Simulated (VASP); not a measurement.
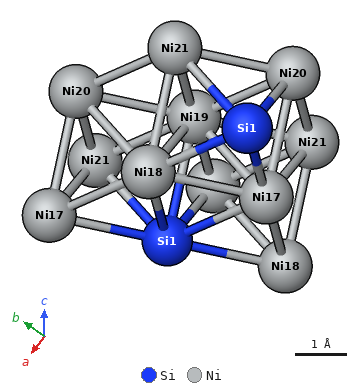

A slab of composition SiNi20, before the relaxation. The picture is a ball-and-stick view of the atoms within 4.2 Å of the atom that moves most (axes of the 2 × 2 repeat of the cell, outlined in the plane, without the vacuum), seen from a free direction.

The run lets the atoms move in a fixed cell. 6 atoms are held fixed.

All numbers below come from Kohn-Sham DFT of a periodic cell, PBE, VASP PAW PBE potentials, recommended in VASP.

Input
```
SYSTEM = SiNi20
PREC = Accurate
ENCUT = 520
EDIFF = 1E-6
ISMEAR = 1
SIGMA = 0.1
LREAL = .FALSE.
LASPH = .TRUE.
NELM = 100
ALGO = Normal
ISIF = 2
LWAVE = .FALSE.
LCHARG = .FALSE.
ISPIN = 2
MAGMOM = 0 1 1 1 1 1 1 1 1 1 1 1 1 1 1 1 1 1 1 1 1
LORBIT = 11
LMAXMIX = 4
GGA = PE
IBRION = 2
NSW = 40
EDIFFG = -0.02
KPAR = 8
```

Run as
```bash
cat potpaw_PBE.64/Si/POTCAR potpaw_PBE.64/Ni/POTCAR > POTCAR
mpirun -np 8 vasp_std > vasp.out
```

The structure:
```
Si Ni
1.0
     3.73777    2.15800    0.00000
    -3.73777    2.15800    0.00000
     0.00000    0.00000   25.20749
Si Ni
1 20
Direct
  0.33333 0.00000 0.66143
  0.00000 0.00000 0.25786
  0.33333 0.66667 0.25786
  0.66667 0.33333 0.25786
  0.33333 0.33333 0.33857
  0.66667 0.00000 0.33857
  0.00000 0.66667 0.33857
  0.33333 0.00000 0.41929
  0.66667 0.66667 0.41929
  0.00000 0.33333 0.41929
  0.00000 0.00000 0.50000
  0.33333 0.66667 0.50000
  0.66667 0.33333 0.50000
  0.33333 0.33333 0.58071
  0.66667 0.00000 0.58071
  0.00000 0.66667 0.58071
  0.66667 0.66667 0.66143
  0.00000 0.33333 0.66143
  0.00000 0.00000 0.74214
  0.33333 0.66667 0.74214
  0.66667 0.33333 0.74214
```

Predict the outcome.

The largest moves, 0.100 Å, are those of Ni19, Ni20 and Ni21. Ni19 goes at 9° to the normal (−c side). Largest moves by element: Ni 0.100 Å, Si 0.035 Å. The cell stays as it was. Near-neighbour distances that change, for instance: Si1–Ni19 2.492 → 2.431 Å, Ni17–Ni19 2.492 → 2.453 Å, Ni19–Ni20 2.492 → 2.464 Å, Ni19–Ni20 (another image) 2.492 → 2.506 Å. The energy falls by 40.9 meV per cell of the calculation in 17 geometry steps. Largest force component: 0.29 eV/Å at the start, 0.19 eV/Å at the end. It ran on 8 threads of Intel(R) Xeon(R) Platinum 8559C (Emerald Rapids), on a shared host.

The end point in the same view:

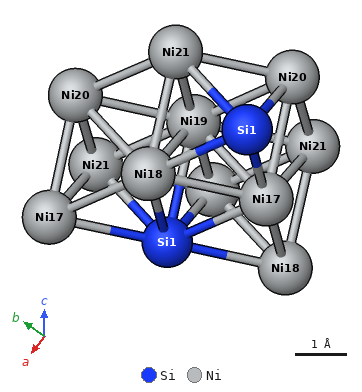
